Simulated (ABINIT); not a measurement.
## Sb: band-structure run (part 2 of 3)

Sb (R-3m, 2 atoms in the cell); Kohn-Sham DFT of a periodic cell, LDA, JTH PAW LDA v2.0, no spin polarisation (ABINIT 10.8.3); cutoff 408.17 eV, 8×8×8 k-mesh, fermi-dirac of 0.05 eV. The structure derives from an entry of the Crystallography Open Database.

Geometry of the input (Å; fractional positions):
```
2.1542  1.2437  3.7580
-2.1542  1.2437  3.7580
0.0000  -2.4875  3.7580
Sb 0.7665  0.7665  0.7665
Sb 0.2335  0.2335  0.2335
```

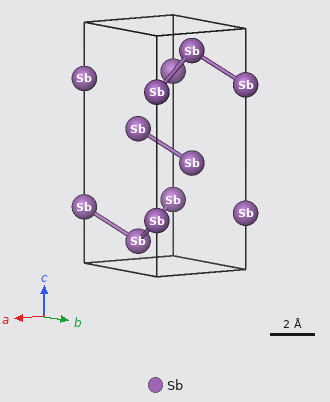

Fig. 1: The structure as given in the input (ball-and-stick view of the cell 3 times as large as that of the calculation, set on its symmetry axes, seen at an oblique angle).

What the program printed, continued:
```
================================================================================
 Non-SCF case, kpt    1 (  0.00000  0.00000  0.00000), residuals and eigenvalues=
  9.23E-12  7.64E-12  3.04E-12  2.78E-12  8.74E-12  4.60E-12  4.90E-12  2.35E-12
  2.42E-12  4.56E-12  2.01E-12  6.23E-12  7.95E-12  6.86E-12  2.86E-12  5.54E-12
  5.08E-12  8.23E-12  4.47E-12  2.31E-12  2.72E-12  1.88E-12  2.67E-12  2.25E-12
  4.24E-12
 -8.2559E-01 -8.2559E-01 -8.2240E-01 -8.2240E-01 -8.2156E-01 -8.1818E-01
 -8.1818E-01 -8.1802E-01 -8.1509E-01 -8.1509E-01 -2.1786E-01  6.8089E-02
  1.7556E-01  1.8540E-01  1.8540E-01  3.2724E-01  3.4931E-01  3.4931E-01
  4.4283E-01  4.4283E-01  4.4664E-01  4.9346E-01  5.1405E-01  5.1405E-01
  5.3156E-01
 Non-SCF case, kpt    2 (  0.06250  0.00000  0.00000), residuals and eigenvalues=
  5.77E-12  5.07E-12  9.41E-12  9.97E-12  9.63E-12  7.18E-12  9.20E-12  5.13E-12
  6.29E-12  8.74E-12  3.10E-12  2.59E-12  3.44E-12  3.02E-12  7.76E-12  2.17E-12
  3.55E-12  3.19E-12  8.05E-12  3.64E-12  9.22E-12  3.08E-12  2.76E-12  4.37E-12
  6.28E-12
 -8.2553E-01 -8.2550E-01 -8.2237E-01 -8.2235E-01 -8.2152E-01 -8.1822E-01
 -8.1820E-01 -8.1806E-01 -8.1517E-01 -8.1515E-01 -2.1628E-01  6.1024E-02
  1.7646E-01  1.8502E-01  1.8772E-01  3.2677E-01  3.4461E-01  3.4551E-01
  4.3345E-01  4.4243E-01  4.4285E-01  5.0781E-01  5.2442E-01  5.2839E-01
  5.4130E-01
 Non-SCF case, kpt    3 (  0.12500  0.00000  0.00000), residuals and eigenvalues=
  4.69E-12  7.29E-12  4.39E-12  4.81E-12  6.72E-12  8.07E-12  6.39E-12  9.57E-12
  7.91E-12  4.99E-12  4.42E-12  4.79E-12  7.81E-12  6.10E-12  3.67E-12  4.89E-12
  5.26E-12  3.13E-12  7.58E-12  4.07E-12  6.70E-12  3.64E-12  8.64E-12  4.15E-12
  3.11E-12
 -8.2536E-01 -8.2526E-01 -8.2229E-01 -8.2221E-01 -8.2141E-01 -8.1833E-01
 -8.1829E-01 -8.1815E-01 -8.1543E-01 -8.1533E-01 -2.1155E-01  4.2717E-02
  1.7715E-01  1.8402E-01  1.9444E-01  3.2275E-01  3.3289E-01  3.3492E-01
  4.2198E-01  4.3901E-01  4.4713E-01  5.3768E-01  5.5035E-01  5.6103E-01
  5.6742E-01
 Non-SCF case, kpt    4 (  0.18750  0.00000  0.00000), residuals and eigenvalues=
  2.36E-12  8.45E-12  3.41E-12  3.25E-12  4.64E-12  4.85E-12  5.38E-12  6.33E-12
  2.78E-12  3.05E-12  3.20E-12  3.45E-12  3.38E-12  4.28E-12  3.27E-12  3.74E-12
  3.61E-12  4.44E-12  5.73E-12  3.03E-12  5.01E-12  6.81E-12  9.00E-12  5.61E-12
  2.32E-12
 -8.2509E-01 -8.2486E-01 -8.2216E-01 -8.2198E-01 -8.2123E-01 -8.1851E-01
 -8.1848E-01 -8.1827E-01 -8.1582E-01 -8.1562E-01 -2.0370E-01  1.8075E-02
  1.7734E-01  1.8276E-01  2.0263E-01  3.1154E-01  3.1792E-01  3.2024E-01
  4.2212E-01  4.4355E-01  4.5922E-01  5.7620E-01  5.8510E-01  5.9634E-01
  6.0816E-01
 Non-SCF case, kpt    5 (  0.25000  0.00000  0.00000), residuals and eigenvalues=
  7.46E-12  3.58E-12  7.75E-12  7.65E-12  6.52E-12  4.08E-12  4.68E-12  4.97E-12
  6.98E-12  6.15E-12  7.51E-12  1.28E-12  9.41E-12  1.06E-12  5.24E-12  9.30E-12
  3.63E-12  7.91E-12  8.71E-12  3.34E-12  4.20E-12  7.44E-09  1.03E-09  7.47E-09
  8.91E-08
 -8.2475E-01 -8.2432E-01 -8.2201E-01 -8.2168E-01 -8.2098E-01 -8.1878E-01
 -8.1876E-01 -8.1838E-01 -8.1634E-01 -8.1598E-01 -1.9280E-01 -9.4147E-03
  1.7797E-01  1.8164E-01  2.1025E-01  2.9612E-01  3.0100E-01  3.0468E-01
  4.3349E-01  4.5851E-01  4.7868E-01  6.2062E-01  6.2526E-01  6.2964E-01
  6.5733E-01
 Non-SCF case, kpt    6 (  0.31250  0.00000  0.00000), residuals and eigenvalues=
  4.73E-12  6.73E-12  5.18E-12  4.81E-12  9.35E-12  3.45E-12  4.72E-12  8.88E-12
  3.68E-12  5.78E-12  3.44E-12  2.00E-12  6.05E-12  3.84E-12  8.68E-12  3.26E-12
  2.37E-12  2.88E-12  6.32E-12  7.01E-12  1.99E-12  1.11E-06  2.68E-06  8.00E-06
  3.22E-04
 -8.2437E-01 -8.2369E-01 -8.2186E-01 -8.2132E-01 -8.2067E-01 -8.1916E-01
 -8.1906E-01 -8.1851E-01 -8.1691E-01 -8.1638E-01 -1.7899E-01 -3.7606E-02
  1.7943E-01  1.8093E-01  2.1716E-01  2.8046E-01  2.8402E-01  2.9056E-01
  4.5264E-01  4.8291E-01  5.0423E-01  6.4464E-01  6.6867E-01  6.6925E-01
  7.1105E-01
 Non-SCF case, kpt    7 (  0.37500  0.00000  0.00000), residuals and eigenvalues=
  6.73E-12  7.30E-12  2.92E-12  5.25E-12  4.28E-12  6.09E-12  4.91E-12  6.46E-12
  9.30E-12  4.10E-12  2.08E-12  3.99E-12  5.08E-12  4.46E-12  4.14E-12  1.48E-12
  3.28E-12  7.32E-12  7.83E-12  3.63E-12  6.12E-12  1.80E-10  1.23E-06  1.70E-06
  7.94E-06
 -8.2402E-01 -8.2298E-01 -8.2173E-01 -8.2094E-01 -8.2038E-01 -8.1957E-01
 -8.1939E-01 -8.1867E-01 -8.1748E-01 -8.1676E-01 -1.6252E-01 -6.5025E-02
  1.8067E-01  1.8158E-01  2.2408E-01  2.6574E-01  2.6981E-01  2.7937E-01
  4.7773E-01  5.1441E-01  5.3482E-01  6.2310E-01  6.7120E-01  6.9358E-01
  7.2509E-01
 Non-SCF case, kpt    8 (  0.43750  0.00000  0.00000), residuals and eigenvalues=
  4.22E-12  6.37E-12  4.96E-12  2.93E-12  5.56E-12  4.06E-12  5.24E-12  2.73E-12
  4.43E-12  9.96E-12  5.20E-12  3.12E-12  3.67E-12  8.35E-12  2.46E-12  7.54E-12
  5.88E-12  6.87E-12  9.34E-13  5.95E-12  8.30E-12  1.34E-11  1.10E-09  6.58E-09
  1.65E-05
 -8.2376E-01 -8.2231E-01 -8.2163E-01 -8.2055E-01 -8.2045E-01 -8.1973E-01
 -8.1962E-01 -8.1888E-01 -8.1791E-01 -8.1704E-01 -1.4431E-01 -9.0060E-02
  1.8070E-01  1.8367E-01  2.3183E-01  2.5244E-01  2.6044E-01  2.7218E-01
  5.0713E-01  5.5099E-01  5.6945E-01  5.8669E-01  6.3285E-01  6.5338E-01
  7.7020E-01
 Non-SCF case, kpt    9 (  0.50000  0.00000  0.00000), residuals and eigenvalues=
  4.52E-12  4.18E-12  4.96E-12  7.03E-12  9.36E-12  5.58E-12  5.75E-12  7.91E-12
  5.63E-12  3.47E-12  8.53E-12  3.75E-12  2.92E-12  5.41E-12  3.81E-12  8.72E-12
  8.27E-12  3.81E-12  2.12E-12  6.77E-12  2.70E-12  3.70E-12  7.20E-12  4.79E-12
  2.71E-04
 -8.2366E-01 -8.2195E-01 -8.2158E-01 -8.2071E-01 -8.2029E-01 -8.1998E-01
 -8.1939E-01 -8.1911E-01 -8.1807E-01 -8.1715E-01 -1.3168E-01 -1.0500E-01
  1.8075E-01  1.8458E-01  2.4038E-01  2.4191E-01  2.5710E-01  2.6969E-01
  5.3010E-01  5.6059E-01  5.8988E-01  5.9253E-01  5.9970E-01  6.1992E-01
  8.2915E-01
 Non-SCF case, kpt   10 (  0.50000  0.03995 -0.03995), residuals and eigenvalues=
  4.61E-12  5.39E-12  3.58E-12  5.25E-12  3.14E-12  4.26E-12  5.57E-12  4.32E-12
  3.92E-12  5.29E-12  2.46E-12  2.56E-12  3.46E-12  3.23E-12  4.04E-12  9.36E-12
  8.37E-12  6.55E-12  5.52E-12  3.40E-12  7.69E-12  6.43E-12  2.20E-10  6.09E-10
  4.18E-05
 -8.2380E-01 -8.2176E-01 -8.2152E-01 -8.2086E-01 -8.2019E-01 -8.2010E-01
 -8.1947E-01 -8.1900E-01 -8.1819E-01 -8.1701E-01 -1.3003E-01 -1.0442E-01
  1.5919E-01  1.8694E-01  2.1279E-01  2.5731E-01  2.6648E-01  2.9953E-01
  5.2769E-01  5.5520E-01  5.6388E-01  5.7194E-01  6.3461E-01  6.5006E-01
  7.9534E-01
 Non-SCF case, kpt   11 (  0.50000  0.07990 -0.07990), residuals and eigenvalues=
  7.99E-12  4.89E-12  5.95E-12  4.41E-12  5.89E-12  3.06E-12  9.32E-12  4.52E-12
  4.61E-12  5.02E-12  6.40E-12  6.71E-12  1.88E-12  7.15E-13  2.87E-12  8.88E-12
  4.64E-12  8.66E-12  7.29E-12  8.06E-12  6.28E-12  3.30E-12  1.03E-07  2.45E-07
  3.88E-04
 -8.2407E-01 -8.2141E-01 -8.2128E-01 -8.2111E-01 -8.2034E-01 -8.2019E-01
 -8.1955E-01 -8.1877E-01 -8.1840E-01 -8.1674E-01 -1.2515E-01 -1.0295E-01
  1.2704E-01  1.7652E-01  1.9105E-01  2.6027E-01  3.1049E-01  3.3958E-01
  5.0827E-01  5.2508E-01  5.6144E-01  5.7264E-01  6.7476E-01  6.8892E-01
  7.6242E-01
 Non-SCF case, kpt   12 (  0.50000  0.11984 -0.11984), residuals and eigenvalues=
  8.71E-12  2.90E-12  5.10E-12  6.06E-12  8.08E-12  4.95E-12  5.43E-12  6.83E-12
  3.15E-12  7.75E-12  6.16E-12  2.53E-12  2.76E-12  8.62E-13  9.92E-12  3.35E-12
  5.51E-12  5.93E-12  6.26E-12  9.43E-12  7.87E-12  4.04E-12  9.68E-07  1.99E-06
  1.11E-06
 -8.2432E-01 -8.2138E-01 -8.2116E-01 -8.2084E-01 -8.2054E-01 -8.2051E-01
 -8.1944E-01 -8.1863E-01 -8.1853E-01 -8.1648E-01 -1.1730E-01 -1.0152E-01
  9.8829E-02  1.4292E-01  1.9745E-01  2.6478E-01  3.5823E-01  3.7772E-01
  4.8173E-01  4.9398E-01  5.8008E-01  5.8224E-01  6.9903E-01  7.0180E-01
  7.5992E-01
 Non-SCF case, kpt   13 (  0.50000  0.15979 -0.15979), residuals and eigenvalues=
  3.07E-12  3.42E-12  6.93E-12  4.65E-12  2.34E-12  5.65E-12  3.33E-12  2.99E-12
  4.25E-12  6.33E-12  3.79E-12  9.14E-12  7.32E-12  7.45E-12  4.29E-12  2.99E-12
  7.82E-12  3.30E-12  4.24E-12  8.07E-12  3.07E-12  8.76E-11  1.83E-08  6.88E-08
  4.95E-04
 -8.2450E-01 -8.2168E-01 -8.2099E-01 -8.2091E-01 -8.2081E-01 -8.2015E-01
 -8.1934E-01 -8.1882E-01 -8.1830E-01 -8.1631E-01 -1.0699E-01 -1.0165E-01
  7.8376E-02  1.1358E-01  2.0567E-01  2.6987E-01  4.0384E-01  4.0924E-01
  4.6120E-01  4.6835E-01  5.9775E-01  6.1050E-01  6.7675E-01  6.9319E-01
  7.8420E-01
 Non-SCF case, kpt   14 (  0.50000  0.19974 -0.19974), residuals and eigenvalues=
  6.25E-12  5.25E-12  8.44E-12  3.53E-12  4.01E-12  5.98E-12  7.29E-12  4.26E-12
  4.66E-12  4.06E-12  4.31E-12  5.36E-12  3.51E-12  4.33E-12  7.56E-12  4.99E-12
  1.64E-12  9.63E-12  4.06E-12  2.77E-12  3.65E-12  1.26E-10  4.42E-10  6.90E-10
  3.64E-05
 -8.2458E-01 -8.2205E-01 -8.2120E-01 -8.2120E-01 -8.2048E-01 -8.1965E-01
 -8.1945E-01 -8.1884E-01 -8.1810E-01 -8.1622E-01 -1.0501E-01 -9.5199E-02
  6.8033E-02  8.9894E-02  2.1488E-01  2.7405E-01  4.2304E-01  4.3065E-01
  4.5850E-01  4.6013E-01  6.2109E-01  6.4766E-01  6.5550E-01  6.7512E-01
  7.5947E-01
 Non-SCF case, kpt   15 (  0.50000  0.23969 -0.23969), residuals and eigenvalues=
  3.89E-12  3.53E-12  4.29E-12  7.24E-12  3.67E-12  3.26E-12  3.73E-12  5.63E-12
  5.35E-12  6.26E-12  2.28E-12  8.27E-12  7.93E-12  5.58E-12  2.45E-12  3.17E-12
  6.77E-12  4.00E-12  1.67E-12  1.65E-12  5.53E-12  2.76E-11  2.96E-11  6.90E-08
  1.70E-05
 -8.2457E-01 -8.2248E-01 -8.2140E-01 -8.2136E-01 -8.2012E-01 -8.1973E-01
 -8.1924E-01 -8.1875E-01 -8.1791E-01 -8.1622E-01 -1.1225E-01 -8.3689E-02
  6.8725E-02  7.3816E-02  2.2388E-01  2.7558E-01  4.2078E-01  4.2314E-01
  4.7064E-01  4.7716E-01  6.4269E-01  6.4589E-01  6.5642E-01  6.9069E-01
  7.2476E-01

--- !ResultsGS
iteration_state: {dtset: 2, }
comment   : Summary of ground state results
lattice_vectors:
- [  4.0708480,   2.3503052,   7.1015908, ]
- [ -4.0708480,   2.3503052,   7.1015908, ]
- [  0.0000000,  -4.7006104,   7.1015908, ]
lattice_lengths: [   8.51636,    8.51636,    8.51636, ]
lattice_angles: [ 57.110,  57.110,  57.110, ] # degrees, (23, 13, 12)
lattice_volume:   4.0767684E+02
convergence: {deltae:  0.000E+00, res2:  0.000E+00, residm:  9.974E-12, diffor:  0.000E+00, }
etotal    :  -1.65577619E+02
entropy   :   0.00000000E+00
fermie    :   2.53101234E-01
cartesian_stress_tensor: null
pressure_GPa: null
xred      :
- [  7.6651E-01,   7.6651E-01,   7.6651E-01, Sb]
- [  2.3349E-01,   2.3349E-01,   2.3349E-01, Sb]
cartesian_forces: null
force_length_stats: {min: null, max: null, mean: null, }
...

 Integrated electronic density in atomic spheres:
 ------------------------------------------------
 Atom  Sphere_radius  Integrated_density
    1        2.40089         12.46474921
    2        2.40089         12.46474921

================================================================================

 ----iterations are completed or convergence reached----

 Mean square residual over all n,k,spin=   52.202E-13; max=  99.740E-13
 reduced coordinates (array xred) for    2 atoms
       0.766510000000      0.766510000000      0.766510000011
       0.233489999998      0.233489999998      0.233490000008

 cartesian coordinates (angstrom) at end:
    1      0.00000000000000     0.00000000001410     8.64163373412392
    2      0.00000000000000    -0.00000000001410     2.63236625821130
 length scales=  1.000000000000  1.000000000000  1.000000000000 bohr
              =  0.529177210544  0.529177210544  0.529177210544 angstroms
 Eigenvalues (hartree) for nkpt=  15  k points:
 kpt#   1, nband= 25, wtk=  1.00000, kpt=  0.0000  0.0000  0.0000 (reduced coord)
  -0.82559   -0.82559   -0.82240   -0.82240   -0.82156   -0.81818   -0.81818   -0.81802
  -0.81509   -0.81509   -0.21786    0.06809    0.17556    0.18540    0.18540    0.32724
   0.34931    0.34931    0.44283    0.44283    0.44664    0.49346    0.51405    0.51405
   0.53156
 kpt#   2, nband= 25, wtk=  1.00000, kpt=  0.0625  0.0000  0.0000 (reduced coord)
  -0.82553   -0.82550   -0.82237   -0.82235   -0.82152   -0.81822   -0.81820   -0.81806
  -0.81517   -0.81515   -0.21628    0.06102    0.17646    0.18502    0.18772    0.32677
   0.34461    0.34551    0.43345    0.44243    0.44285    0.50781    0.52442    0.52839
   0.54130
 kpt#   3, nband= 25, wtk=  1.00000, kpt=  0.1250  0.0000  0.0000 (reduced coord)
  -0.82536   -0.82526   -0.82229   -0.82221   -0.82141   -0.81833   -0.81829   -0.81815
  -0.81543   -0.81533   -0.21155    0.04272    0.17715    0.18402    0.19444    0.32275
   0.33289    0.33492    0.42198    0.43901    0.44713    0.53768    0.55035    0.56103
   0.56742
 kpt#   4, nband= 25, wtk=  1.00000, kpt=  0.1875  0.0000  0.0000 (reduced coord)
  -0.82509   -0.82486   -0.82216   -0.82198   -0.82123   -0.81851   -0.81848   -0.81827
  -0.81582   -0.81562   -0.20370    0.01808    0.17734    0.18276    0.20263    0.31154
   0.31792    0.32024    0.42212    0.44355    0.45922    0.57620    0.58510    0.59634
   0.60816
 kpt#   5, nband= 25, wtk=  1.00000, kpt=  0.2500  0.0000  0.0000 (reduced coord)
  -0.82475   -0.82432   -0.82201   -0.82168   -0.82098   -0.81878   -0.81876   -0.81838
  -0.81634   -0.81598   -0.19280   -0.00941    0.17797    0.18164    0.21025    0.29612
   0.30100    0.30468    0.43349    0.45851    0.47868    0.62062    0.62526    0.62964
   0.65733
 kpt#   6, nband= 25, wtk=  1.00000, kpt=  0.3125  0.0000  0.0000 (reduced coord)
  -0.82437   -0.82369   -0.82186   -0.82132   -0.82067   -0.81916   -0.81906   -0.81851
  -0.81691   -0.81638   -0.17899   -0.03761    0.17943    0.18093    0.21716    0.28046
   0.28402    0.29056    0.45264    0.48291    0.50423    0.64464    0.66867    0.66925
   0.71105
 kpt#   7, nband= 25, wtk=  1.00000, kpt=  0.3750  0.0000  0.0000 (reduced coord)
  -0.82402   -0.82298   -0.82173   -0.82094   -0.82038   -0.81957   -0.81939   -0.81867
  -0.81748   -0.81676   -0.16252   -0.06503    0.18067    0.18158    0.22408    0.26574
   0.26981    0.27937    0.47773    0.51441    0.53482    0.62310    0.67120    0.69358
   0.72509
 kpt#   8, nband= 25, wtk=  1.00000, kpt=  0.4375  0.0000  0.0000 (reduced coord)
  -0.82376   -0.82231   -0.82163   -0.82055   -0.82045   -0.81973   -0.81962   -0.81888
  -0.81791   -0.81704   -0.14431   -0.09006    0.18070    0.18367    0.23183    0.25244
   0.26044    0.27218    0.50713    0.55099    0.56945    0.58669    0.63285    0.65338
   0.77020
 kpt#   9, nband= 25, wtk=  1.00000, kpt=  0.5000  0.0000  0.0000 (reduced coord)
  -0.82366   -0.82195   -0.82158   -0.82071   -0.82029   -0.81998   -0.81939   -0.81911
  -0.81807   -0.81715   -0.13168   -0.10500    0.18075    0.18458    0.24038    0.24191
   0.25710    0.26969    0.53010    0.56059    0.58988    0.59253    0.59970    0.61992
   0.82915
 kpt#  10, nband= 25, wtk=  1.00000, kpt=  0.5000  0.0399 -0.0399 (reduced coord)
  -0.82380   -0.82176   -0.82152   -0.82086   -0.82019   -0.82010   -0.81947   -0.81900
  -0.81819   -0.81701   -0.13003   -0.10442    0.15919    0.18694    0.21279    0.25731
   0.26648    0.29953    0.52769    0.55520    0.56388    0.57194    0.63461    0.65006
   0.79534
 kpt#  11, nband= 25, wtk=  1.00000, kpt=  0.5000  0.0799 -0.0799 (reduced coord)
  -0.82407   -0.82141   -0.82128   -0.82111   -0.82034   -0.82019   -0.81955   -0.81877
  -0.81840   -0.81674   -0.12515   -0.10295    0.12704    0.17652    0.19105    0.26027
   0.31049    0.33958    0.50827    0.52508    0.56144    0.57264    0.67476    0.68892
   0.76242
 kpt#  12, nband= 25, wtk=  1.00000, kpt=  0.5000  0.1198 -0.1198 (reduced coord)
  -0.82432   -0.82138   -0.82116   -0.82084   -0.82054   -0.82051   -0.81944   -0.81863
  -0.81853   -0.81648   -0.11730   -0.10152    0.09883    0.14292    0.19745    0.26478
   0.35823    0.37772    0.48173    0.49398    0.58008    0.58224    0.69903    0.70180
   0.75992
 kpt#  13, nband= 25, wtk=  1.00000, kpt=  0.5000  0.1598 -0.1598 (reduced coord)
  -0.82450   -0.82168   -0.82099   -0.82091   -0.82081   -0.82015   -0.81934   -0.81882
  -0.81830   -0.81631   -0.10699   -0.10165    0.07838    0.11358    0.20567    0.26987
   0.40384    0.40924    0.46120    0.46835    0.59775    0.61050    0.67675    0.69319
   0.78420
 kpt#  14, nband= 25, wtk=  1.00000, kpt=  0.5000  0.1997 -0.1997 (reduced coord)
  -0.82458   -0.82205   -0.82120   -0.82120   -0.82048   -0.81965   -0.81945   -0.81884
  -0.81810   -0.81622   -0.10501   -0.09520    0.06803    0.08989    0.21488    0.27405
   0.42304    0.43065    0.45850    0.46013    0.62109    0.64766    0.65550    0.67512
   0.75947
 kpt#  15, nband= 25, wtk=  1.00000, kpt=  0.5000  0.2397 -0.2397 (reduced coord)
  -0.82457   -0.82248   -0.82140   -0.82136   -0.82012   -0.81973   -0.81924   -0.81875
  -0.81791   -0.81622   -0.11225   -0.08369    0.06872    0.07382    0.22388    0.27558
   0.42078    0.42314    0.47064    0.47716    0.64269    0.64589    0.65642    0.69069
   0.72476

== END DATASET(S) ==============================================================
================================================================================

 -outvars: echo values of variables after computation  --------
            acell      1.0000000000E+00  1.0000000000E+00  1.0000000000E+00 Bohr
           etotal1    -1.6557761932E+02
            fcart1    -1.0111503742E-19 -6.5254521585E-20 -2.7916455550E-04
                       1.0111503742E-19  6.5254521585E-20  2.7916455550E-04
            rprim      4.0708480177E+00  2.3503051989E+00  7.1015907763E+00
                      -4.0708480177E+00  2.3503051989E+00  7.1015907763E+00
                       0.0000000000E+00 -4.7006103977E+00  7.1015907763E+00
           strten1     3.6175024395E-05  3.6175024267E-05  5.1189536807E-05
                      -4.0274117193E-14  0.0000000000E+00  0.0000000000E+00
           xangst      1.6487737639E-16  1.4103041309E-11  8.6416337341E+00
                       1.7713556495E-17 -1.4103469181E-11  2.6323662582E+00
             xred      7.6651000000E-01  7.6651000000E-01  7.6651000001E-01
                       2.3349000000E-01  2.3349000000E-01  2.3349000001E-01
 Calculation completed.
```
